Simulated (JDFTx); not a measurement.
## Ti: geometry relaxation

Ti (Fmmm, 1 atom in the cell), computed with Kohn-Sham DFT of a periodic cell, PBEsol, PseudoDojo-SR-PBEsol-0.4.1-standard, no spin polarisation (JDFTx 1.7.0 (patched build)).

The structure derives from an entry of the Crystallography Open Database. It belongs to a series of runs on one base structure; here: relaxed cell strained by -0.01 in Voigt component 4.

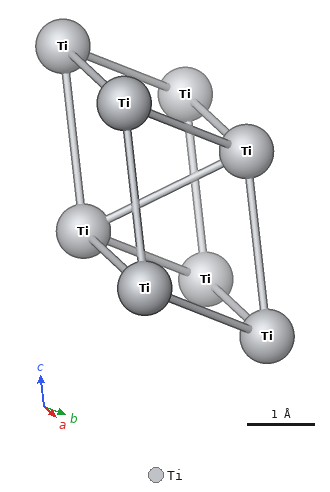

Fig. 1: The input geometry (ball-and-stick view of the cell of the calculation, seen slightly off an axis). Near neighbours in the crystal (not all of them lie inside the picture): Ti has 8 Ti at 2.77 to 2.79 Å.

The input:
```
lattice \
   -3.0332100040     3.0332100040     3.0332100040 \
    3.0180439541    -3.0483760539     3.0483760539 \
    3.0180439541     3.0483760539    -3.0483760539
coords-type Lattice
ion Ti     0.0000000000     0.0000000000     0.0000000000 1

ion-species pseudo/Ti.upf
elec-cutoff 42
elec-ex-corr gga-PBEsol
kpoint-folding 11 11 11
elec-smearing Fermi 0.0018374661
elec-n-bands 11
electronic-SCF nIterations 100 energyDiffThreshold 1e-10
electronic-minimize nIterations 30 energyDiffThreshold 1e-7
forces-output-coords Cartesian
ionic-minimize nIterations 20 energyDiffThreshold 1e-8 knormThreshold 2e-5

dump-name run.$VAR
dump End Ecomponents EigStats BandEigs Kpoints Forces Stress ElecDensity Dtot KEdensity
```

Launched with:
```bash
jdftx -c 1 -i Ti.in -o Ti.out
```

Log:
```
*************** JDFTx 1.7.0 (patched build) ***************

Input parsed successfully to the following command list (including defaults):
[... the input with its defaults ...]

---------- Setting up symmetries ----------

Non-trivial transmission matrix:
[   1   1   0  ]
[   0   1   0  ]
[   0   1   1  ]
with reduced lattice vectors:
[     -3.033210      3.033210      3.033210  ]
[      3.018044      3.018044      3.048376  ]
[      3.018044      3.018044     -3.048376  ]

Found 8 point-group symmetries of the bravais lattice
Found 8 space-group symmetries with basis
Applied RMS atom displacement 0 bohrs to make symmetries exact.

---------- Initializing the Grid ----------
R =
[     -3.03321      3.03321      3.03321  ]
[      3.01804     -3.04838      3.04838  ]
[      3.01804      3.04838     -3.04838  ]
unit cell volume = 111.624
G =
[ -1.62488e-17    1.04094    1.04094  ]
[    1.03573 0.00517879    1.03576  ]
[    1.03573    1.03576 0.00517879  ]
Minimum fftbox size, Smin = [  32  32  32  ]
Chosen fftbox size, S = [  32  32  32  ]

---------- Exchange Correlation functional ----------
Initalized PBEsol GGA exchange.
Initalized PBEsol GGA correlation.

---------- Setting up pseudopotentials ----------
Width of ionic core gaussian charges (only for fluid interactions / plotting) set to 0

Reading pseudopotential file 'pseudo/Ti.upf':
  'Ti' pseudopotential, 'PBESOL' functional
  Generated using ONCVPSP code by D. R. Hamann
  12 valence electrons, 4 orbitals, 6 projectors, 1001 radial grid points, with lMax = 2
    3S    l: 0   occupation:  2.0   eigenvalue: -2.295026
    3P    l: 1   occupation:  6.0   eigenvalue: -1.424955
    3D    l: 2   occupation:  2.0   eigenvalue: -0.157121
    4S    l: 0   occupation:  2.0   eigenvalue: -0.164537
  Core radius for overlap checks: 1.61 bohrs.

Initialized 1 species with 1 total atoms.

Folded 1 k-points by 11x11x11 to 1331 k-points.

---------- Setting up k-points, bands, fillings ----------
Reduced to 216 k-points under symmetry.
Computing the number of bands and number of electrons
Calculating initial fillings.
nElectrons:  12.000000   nBands: 11   nStates: 216

----- Setting up reduced wavefunction bases (one per k-point) -----
average nbasis = 1451.263 , ideal nbasis = 1451.191

---------- Setting up ewald sum ----------
Optimum gaussian width for ewald sums = 1.893326 bohr.
Real space sum over 2197 unit cells with max indices [  6  6  6  ]
Reciprocal space sum over 2197 terms with max indices [  6  6  6  ]

---------- Allocating electronic variables ----------
Initializing wave functions:  linear combination of atomic orbitals
Note: number of bands (11) exceeds available atomic orbitals (10)
Ti pseudo-atom occupations:   s ( 2 2 )  p ( 6 )  d ( 2 )
	FillingsUpdate:  mu: +0.557706145  nElectrons: 12.000000
LCAOMinimize: Iter:   0  F: -58.2451403612326502  |grad|_K:  2.507e-04  alpha:  1.000e+00
	FillingsUpdate:  mu: +0.551986014  nElectrons: 12.000000
LCAOMinimize: Iter:   1  F: -58.2456671932663141  |grad|_K:  3.256e-06  alpha:  6.435e-01  linmin: -5.518e-03  cgtest:  3.664e-02
LCAOMinimize: Encountered beta<0, resetting CG.
	FillingsUpdate:  mu: +0.551985797  nElectrons: 12.000000
LCAOMinimize: Iter:   2  F: -58.2456672958530675  |grad|_K:  3.756e-07  alpha:  7.407e-01  linmin:  7.605e-05  cgtest:  8.830e-05
	FillingsUpdate:  mu: +0.551985256  nElectrons: 12.000000
LCAOMinimize: Iter:   3  F: -58.2456672973756397  |grad|_K:  6.781e-08  alpha:  8.271e-01  linmin: -2.496e-04  cgtest:  1.491e-03
LCAOMinimize: Converged (|Delta F|<1.000000e-06 for 2 iters).

-------- Electronic minimization -----------
Will mix electronic density at each iteration.
	FillingsUpdate:  mu: +0.551985256  nElectrons: 12.000000
	FillingsUpdate:  mu: +0.531514843  nElectrons: 12.000000
SCF: Cycle:  0   F: -58.266688688713074   dF: -2.102e-02   |Residual|: 1.191e-01   |deigs|: 4.597e-02
	FillingsUpdate:  mu: +0.509938018  nElectrons: 12.000000
SCF: Cycle:  1   F: -58.282374215038644   dF: -1.569e-02   |Residual|: 1.739e-02   |deigs|: 3.762e-02
	FillingsUpdate:  mu: +0.506337578  nElectrons: 12.000000
SCF: Cycle:  2   F: -58.282803846401698   dF: -4.296e-04   |Residual|: 8.157e-03   |deigs|: 5.849e-03
	FillingsUpdate:  mu: +0.507397961  nElectrons: 12.000000
SCF: Cycle:  3   F: -58.282802328395618   dF: +1.518e-06   |Residual|: 4.509e-03   |deigs|: 2.112e-03
	FillingsUpdate:  mu: +0.506747940  nElectrons: 12.000000
SCF: Cycle:  4   F: -58.282823615397731   dF: -2.129e-05   |Residual|: 5.673e-04   |deigs|: 1.142e-03
	FillingsUpdate:  mu: +0.506817914  nElectrons: 12.000000
SCF: Cycle:  5   F: -58.282823994940827   dF: -3.795e-07   |Residual|: 4.408e-04   |deigs|: 1.081e-04
	FillingsUpdate:  mu: +0.506737427  nElectrons: 12.000000
SCF: Cycle:  6   F: -58.282824420451028   dF: -4.255e-07   |Residual|: 4.611e-05   |deigs|: 1.399e-04
	FillingsUpdate:  mu: +0.506739868  nElectrons: 12.000000
SCF: Cycle:  7   F: -58.282824481863756   dF: -6.141e-08   |Residual|: 5.523e-05   |deigs|: 1.515e-05
	FillingsUpdate:  mu: +0.506749790  nElectrons: 12.000000
SCF: Cycle:  8   F: -58.282824511382330   dF: -2.952e-08   |Residual|: 2.732e-05   |deigs|: 2.140e-05
	FillingsUpdate:  mu: +0.506752475  nElectrons: 12.000000
SCF: Cycle:  9   F: -58.282824517925903   dF: -6.544e-09   |Residual|: 2.098e-05   |deigs|: 1.144e-05
	FillingsUpdate:  mu: +0.506757467  nElectrons: 12.000000
SCF: Cycle: 10   F: -58.282824519698998   dF: -1.773e-09   |Residual|: 1.521e-06   |deigs|: 1.299e-05
	FillingsUpdate:  mu: +0.506758401  nElectrons: 12.000000
SCF: Cycle: 11   F: -58.282824520028463   dF: -3.295e-10   |Residual|: 3.746e-06   |deigs|: 1.673e-05
	FillingsUpdate:  mu: +0.506757270  nElectrons: 12.000000
SCF: Cycle: 12   F: -58.282824520116264   dF: -8.780e-11   |Residual|: 4.050e-06   |deigs|: 2.334e-05
	FillingsUpdate:  mu: +0.506757917  nElectrons: 12.000000
SCF: Cycle: 13   F: -58.282824520143436   dF: -2.717e-11   |Residual|: 1.712e-06   |deigs|: 1.070e-05
SCF: Converged (|Delta E|<1.000000e-10 for 2 iters).

Setting wave functions to eigenvectors of Hamiltonian

# Stress tensor in Cartesian coordinates [Eh/a0^3]:
[  3.28854e-07            0            0  ]
[            0 -1.94001e-07 -1.25406e-05  ]
[            0 -1.25406e-05 -1.94001e-07  ]

# Ionic positions in lattice coordinates:
ion Ti   0.000000000000000   0.000000000000000   0.000000000000000 1

# Forces in Cartesian coordinates:
force Ti  -0.000000000000000  -0.000000000000000   0.000000000000000 1

# Energy components:
   Eewald =      -43.1925779684278197
       EH =       11.7686994304599857
     Eloc =      -43.2011998053846185
      Enl =        0.4343678493999039
      Exc =       -8.6573263258479205
 Exc_core =        1.0143045144076916
       KE =       23.5516179345966314
-------------------------------------
     Etot =      -58.2821143707961369
       TS =        0.0007101493473003
-------------------------------------
        F =      -58.2828245201434356

IonicMinimize: Iter:   0  F: -58.282824520143436  |grad|_K:  0.000e+00
IonicMinimize: Converged (|grad|_K<2.000000e-05).

#--- Lowdin population analysis ---
# oxidation-state Ti +0.110

Dumping 'run.eigStats' ...
	eMin: -1.556756 at state 0 ( [ +0.000000 +0.000000 +0.000000 ] spin 0 )
	HOMO: +0.506420 at state 104 ( [ +0.181818 +0.090909 +0.090909 ] spin 0 )
	mu  : +0.506758
	LUMO: +0.506771 at state 165 ( [ +0.272727 +0.363636 -0.090909 ] spin 0 )
	eMax: +1.160837 at state 0 ( [ +0.000000 +0.000000 +0.000000 ] spin 0 )
	HOMO-LUMO gap: +0.000351
	Optical gap  : +0.002065 at state 81 ( [ +0.090909 -0.454545 -0.454545 ] spin 0 )
Done!
```

Results in brief:

- outcome: converged
- space group (tolerance 0.01 Å): Fmmm (69)
- electrons treated: 12
- free energy: −1585.9564 eV
- Fermi energy: 13.790 eV
- gap on the k-point mesh: none (metallic)
- pressure: 0.00 GPa
- final volume: 16.54 Å³
- largest force (length of the vector): under 0.001 eV/Å
- hardware: 1 thread of Intel Xeon @ 2.90GHz (Ice Lake), 16 GiB of memory available, shared host
- wall time: 61 s
- peak memory: 0.18 GiB
